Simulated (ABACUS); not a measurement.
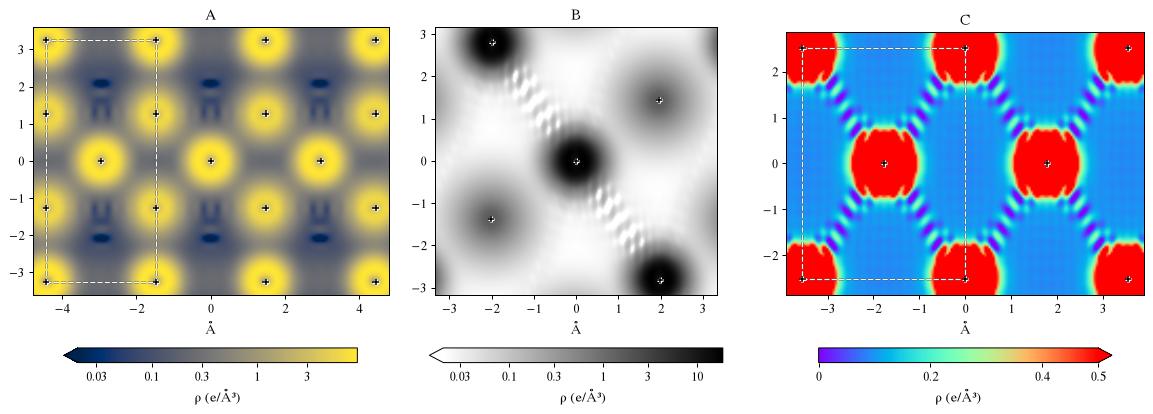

The valence charge density (pseudo) of 3 systems, each on a plane through atoms (crosses mark nuclei in the plane).

Theory: Kohn-Sham DFT of a periodic cell, PBE, PseudoDojo NC SR 0.4.1 PBE standard (ABACUS 3.10.1).

System 1: NaH, the (010) plane of the conventional cell. Space group Cm; changed on purpose from its base cell (atoms moved at random by about 0.05 A).

System 2: TiO2, the (11̄0) plane of the conventional cell. Space group P4₂/mnm; a structure from a database of computed crystals, not necessarily the ambient phase; computed pressure about 4 GPa in this cell.

System 3: Mg, the (101) plane of the conventional cell. Space group Im-3m; a structure from a database of computed crystals, not necessarily the ambient phase.

**Match each panel to its system.**

Panel A is system 2, TiO2: the plane holds Ti and O. Ti–O (1.98 Å): ρ at the midpoint is about 0.66 e/Å³. Panel B is system 1, NaH: the plane holds Na and H. Na–H (2.43 Å): the density is about 0.07 e/Å³ at the midpoint. Panel C is system 3, Mg: the plane holds Mg. Mg–Mg (3.07 Å): the density is about 0.23 e/Å³ at the midpoint, with its minimum of -0.03 e/Å³ about 1.7 Å from Mg.
